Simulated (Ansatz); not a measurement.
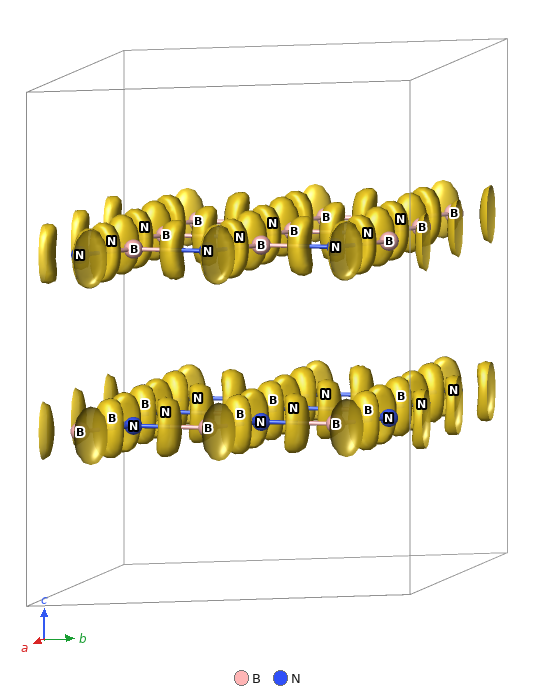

Figure 1: BN (slab). Isosurface of the electron localisation function at 0.85 (yellow), seen slightly off an axis. Only the valence region is drawn (cores and ρ < 0.01 e/Å³ removed). Sticks mark near contacts.

These are results of DFT HSE06, scalar-relativistic, plane waves, PAW (Ansatz 0.2.0), not measurements.

Core electrons are frozen (PAW), and the valence fields are smoothed inside the atomic spheres.

Question: What do the ELF domains correspond to?

Answer: At this value the surface marks out six regions between bonded B–N atoms (shared pairs), counted in one cell of 4 atoms. Counts are for one cell; the picture repeats the cell along the surface. Profiles from the grid: B–N (1.45 Å): the ELF peaks at about 0.95 between the atoms, as expected for a polar covalent bond.

Question: Does the calculation make it a metal, or give it a gap?

Answer: It is gapped, with a Kohn–Sham gap of 5.8 eV on the k-point mesh (the band edges may lie off the mesh, which would make the gap smaller).
